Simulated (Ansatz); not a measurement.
Input

```
crystal:
  lattice:
    - [5.1504399492, 0.0, 0.0]
    - [0.0, 6.2752737763, 0.0]
    - [0.0, 0.0, 3.8311616656]
  atoms:
    - { symbol: Ni, position: [0.0, 0.0, 0.0] }
    - { symbol: Ni, position: [0.5, 0.5, 0.5] }
    - { symbol: Sb, position: [0.2207161712, 0.3578192932, 0.0] }
    - { symbol: Sb, position: [0.7792838288, 0.6421807068, 0.0] }
    - { symbol: Sb, position: [0.7207161712, 0.1421807068, 0.5] }
    - { symbol: Sb, position: [0.2792838288, 0.8578192932, 0.5] }
basis:
  ecutwfc: 420
kpoints:
  mp_grid: { grid: [8, 6, 10] }
  band_path:
    path:
      - [[0.0, 0.0, 0.0], [0.5, 0.0, 0.0], [0.5, 0.5, 0.0], [0.0, 0.5, 0.0], [0.0, 0.0, 0.0], [0.0, 0.0, 0.5], [0.5, 0.0, 0.5], [0.5, 0.5, 0.5], [0.0, 0.5, 0.5], [0.0, 0.0, 0.5]]
      - [[0.5, 0.0, 0.0], [0.5, 0.0, 0.5]]
      - [[0.0, 0.5, 0.0], [0.0, 0.5, 0.5]]
      - [[0.5, 0.5, 0.0], [0.5, 0.5, 0.5]]
    npoints: 14
hamiltonian:
  xc: pbesol
scf:
  occupations: { method: gaussian, width: 0.1 }
  n_extra_bands: 15
output:
  forces: true
  stress: true
  eigenvalues: true
  populations: true
  dos: { projected: true, de: 0.02, nscf_kmesh: { grid: [12, 9, 15] } }
  bader: true
  write_density: true
  write_potential: true
  elf: true
  volumetric_format: npy
```

Run with:

```sh
ansatz run input.yaml --threads 1 --pin off --max-ram 2560MiB --backend cpu --events-out ev --progress --plain --runs-dir out
```

Below, planes, directions and counts refer to the conventional cell (a = 5.15 Å, b = 6.28 Å, c = 3.83 Å, α = 90.00°, β = 90.00°, γ = 90.00°).

Space group Pnnm; computed without spin polarisation.

Method: Ansatz 0.2.0, DFT PBEsol, scalar-relativistic, plane waves, PAW.

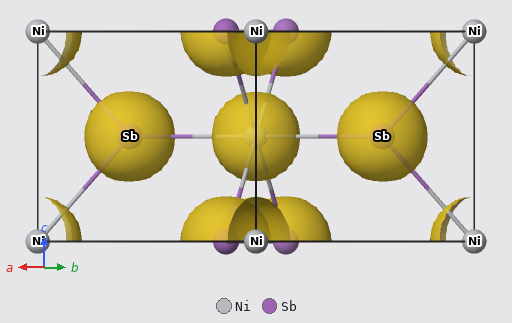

NiSb2. Isosurface of the valence pseudo-density at 1 e/Å³ (yellow), seen along [110]. Sticks mark near contacts.

Core electrons are frozen (PAW), and the valence fields are smoothed inside the atomic spheres.

**How is the density connected at this value?**

At this value the density breaks into separate islands; it holds about 70 % of the electrons treated as valence (semicore included). It bridges none of the near contacts. It is pinched off along the sampled Ni–Sb (2.52 Å) and Sb–Sb (2.89 Å) contacts. On the grid the lowest density along these lines, outside the cores, is 0.44 e/Å³ (Ni–Sb, 2.52 Å) and 0.36 e/Å³ (Sb–Sb, 2.89 Å).

**Metal or insulator at this level of theory?**

It is gapless in this calculation (a metal or semimetal).

**What Bader charges does the calculation give?**

Electrons move from Sb towards Ni. Bader charges: Ni −0.38 and Sb +0.19 e.
